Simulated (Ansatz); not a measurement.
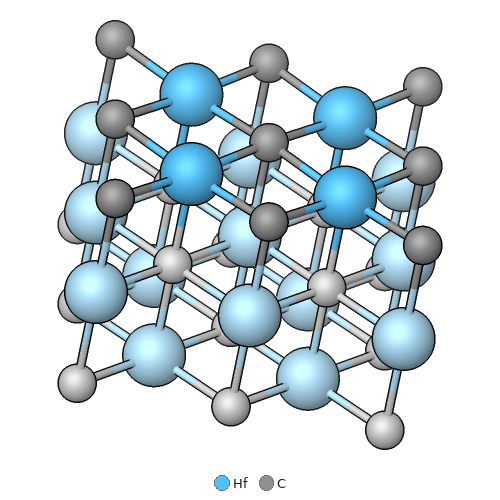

The system is C on a HfC(100) slab cut from the Fm-3m phase, its upper half relaxed before the scan (24 atoms of substrate and one adsorbate in a 2 × 2 cell); the picture shows it without the atoms that are moved over the map. C is moved over the surface cell; relaxed at each place: the height of the adsorbate's atoms; substrate rigid; the origin of the map has the adsorbate above C21. Places are given modulo a cell vector. The map is drawn in real space over the plane of the surface. The grid has 8 × 8 points; 15 points were computed and 49 follow by symmetry. Places are given in fractions of the 1 × 1 surface cell. Energies: eV, counted from the lowest grid point. Level of theory: DFT PBE, scalar-relativistic, plane waves, PAW (Ansatz). Settings: cutoff 420 eV, k-mesh 4×4×1, gaussian smearing 0.1 eV, no spin polarisation.

Range: position of C25 along the first surface vector from 0.000 to 0.875; position of C25 along the second surface vector from 0.000 to 0.875.

What will the energy surface look like?

Answer. The lowest grid point is at the top site over a surface C atom, (0/8, 0/8) of the cell vectors. The highest grid point, the top site over a surface Hf atom, (4/8, 4/8) of the cell vectors, lies 4.97 eV above the lowest. At the lowest point the adsorbate has 1 C at 1.31 Å as nearest neighbours, at the highest 1 Hf at 2.16 Å. Its relaxed height above the top atom is 1.31 Å at the lowest and 2.07 Å at the highest point.

```
second ↓, first →   0/8   1/8   2/8   3/8   4/8   5/8   6/8   7/8
              7/8  0.03  0.19  1.24  2.70  3.14  2.70  1.24  0.19
              6/8  0.38  1.24  3.02  4.00  4.28  4.00  3.02  1.24
              5/8  1.53  2.70  4.00  4.64  4.82  4.64  4.00  2.70
              4/8  2.05  3.14  4.28  4.82  4.97  4.82  4.28  3.14
              3/8  1.53  2.70  4.00  4.64  4.82  4.64  4.00  2.70
              2/8  0.38  1.24  3.02  4.00  4.28  4.00  3.02  1.24
              1/8  0.03  0.19  1.24  2.70  3.14  2.70  1.24  0.19
              0/8  0.00  0.03  0.38  1.53  2.05  1.53  0.38  0.03
```

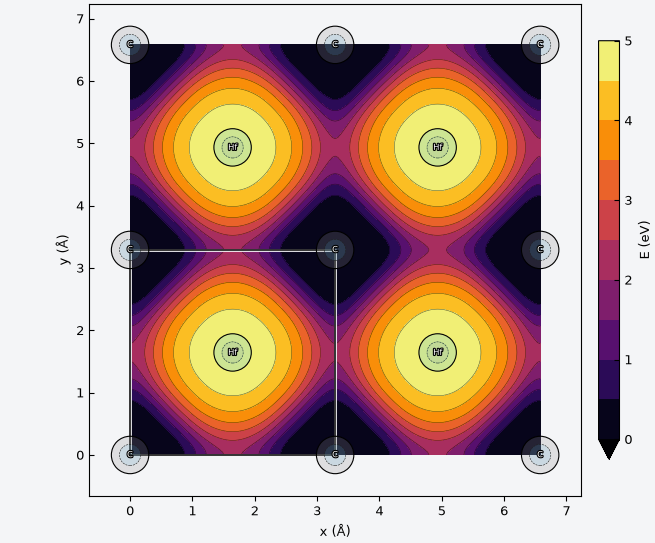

In the figure: filled contours, labelled circles for the atoms of the top layer and small ones for the second layer, the outline of one cell of the 2 × 2 shown. Between grid points the surface is interpolated.

Time for the 15 points that were run: 44 min on 4 threads of Intel(R) Xeon(R) Platinum 8375C CPU @ 2.90GHz (Ice Lake), with other jobs on the host.
